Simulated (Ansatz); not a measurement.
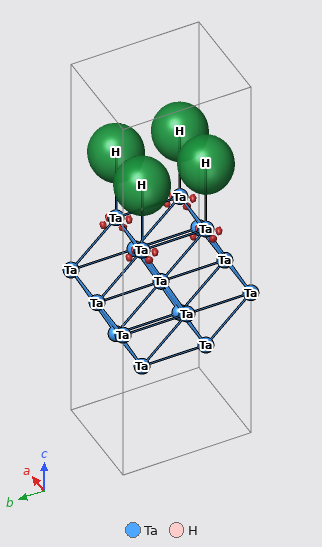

Figure 1: Ta3H (slab). Isosurfaces of the spin density (up minus down) at +0.02 (green) and −0.02 e/Å³ (red), seen at an oblique angle. Sticks mark near contacts.

A point of a scan over the structure, not its minimum; not relaxed (largest force 1.7 eV/Å); PAW files of the earlier set (soft_1); spin-polarised.

The calculation used Ansatz, DFT PBE, scalar-relativistic, plane waves, PAW.

The density is the valence pseudo-density of a PAW calculation; it isn't the true density close to the nuclei.

```
CELL_PARAMETERS angstrom
2.87431 0.00000 0.00000
-0.95810 2.70993 0.00000
0.00000 0.00000 21.52669
ATOMIC_POSITIONS crystal
Ta 0.50000 0.50000 0.18582
Ta 0.00000 0.00000 0.29097
Ta 0.50000 0.50000 0.39610
H 0.50000 0.50000 0.51549
```

> Which atoms carry the moments, and with what signs?

The spin density sits on H: +0.4 μB in one cell of 4 atoms, with smaller moments on other sites: Ta (up to −0.05 μB): a single local moment. The cell of the calculation (4 atoms) carries 0.3 μB of net spin moment.
